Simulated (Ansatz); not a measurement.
BAs

```cif
data_structure
_symmetry_space_group_name_H-M 'P 1'
_symmetry_Int_Tables_number 1
_cell_length_a 2.1275
_cell_length_b 3.1741
_cell_length_c 4.9510
_cell_angle_alpha 90.000
_cell_angle_beta 90.000
_cell_angle_gamma 90.000
_cell_volume 33.43
loop_
_atom_site_label
_atom_site_type_symbol
_atom_site_fract_x
_atom_site_fract_y
_atom_site_fract_z
_atom_site_occupancy
B1 B 0.00000 0.50000 0.00000 1
As1 As 0.50000 0.50000 0.50000 1
```

Space group Pmmm; a generated structure, not necessarily the stable one; computed pressure about 6 GPa in this cell.

Level of theory: Ansatz, Kohn-Sham DFT of a periodic cell, PBE, Ansatz PAW.

What can the converged valence pseudo-density and electron localisation function tell about the bonding?

Answer. B–B (2.13 Å): the density is about 0.46 e/Å³ at the midpoint; the ELF peaks at about 0.85 between the atoms.
As–As (2.13 Å): the density is about 0.84 e/Å³ at the midpoint; the ELF peaks at about 0.65 between the atoms.

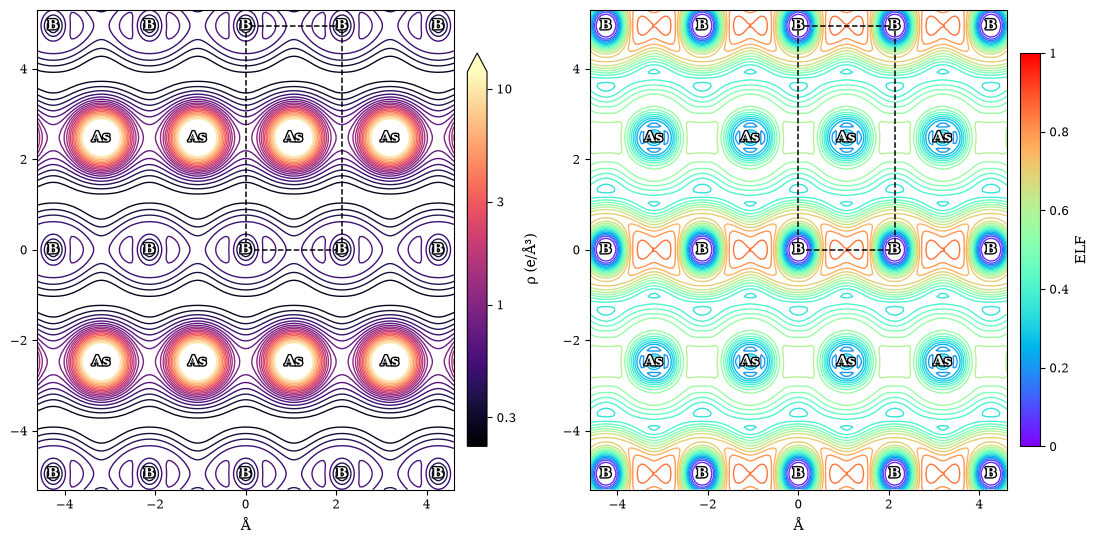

Computed valence pseudo-density and electron localisation function on the (010) plane of the conventional cell, in this order. 

The density is the valence pseudo-density of a PAW calculation; it isn't the true density close to the nuclei.
